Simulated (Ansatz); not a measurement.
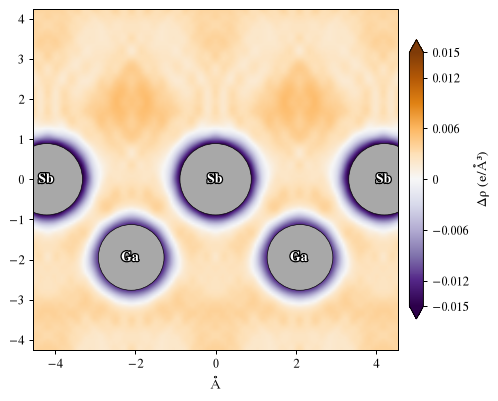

GaSb. Difference of the valence pseudo-densities of two functionals at the same geometry, on the (110) plane of the calculation cell: r2SCANH less B3LYP.

Space group I-4m2; a structure from a database of computed crystals, not necessarily the ambient phase.

Both computed with Ansatz (plane waves, PAW), on the same k-point mesh. Grey discs cover the atomic cores.

```cif
data_structure
_symmetry_space_group_name_H-M 'P 1'
_symmetry_Int_Tables_number 1
_cell_length_a 4.2063
_cell_length_b 4.2063
_cell_length_c 4.2063
_cell_angle_alpha 98.222
_cell_angle_beta 98.222
_cell_angle_gamma 135.559
_cell_volume 48.24
loop_
_atom_site_label
_atom_site_type_symbol
_atom_site_fract_x
_atom_site_fract_y
_atom_site_fract_z
_atom_site_occupancy
Sb1 Sb 0.00000 0.00000 0.00000 1
Ga1 Ga 0.75000 0.25000 0.50000 1
```

Question: Where does the change of functional move the electrons?

Answer: Against B3LYP, r2SCANH gives less density around Sb (−0.008 e/Å³ on average at 1.0 Å from the nucleus), less density around Ga (−0.006 e/Å³ on average at 1.0 Å from the nucleus) and more density in the space between the atoms (+0.003 e/Å³ on average).
